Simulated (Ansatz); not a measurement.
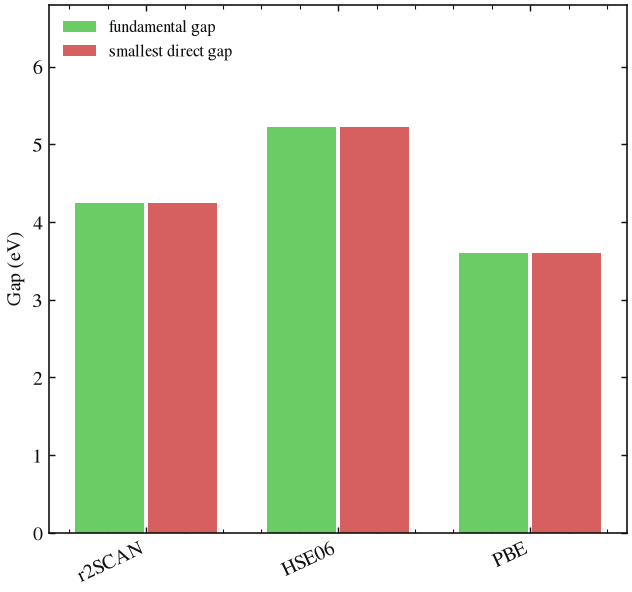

Gaps of MgO, space group P6_3/mmc (No. 194), 4 atoms in the cell, uniaxial (z) strain −2.4%, at several levels of theory on one cell (Ansatz, plane waves and PAW; edges over the mesh and the special points).

Q: How does the gap depend on the level, and does its kind change?

A: In rising order: PBE 3.60 eV, r2SCAN 4.24 eV and HSE06 5.22 eV. It is direct at every level.
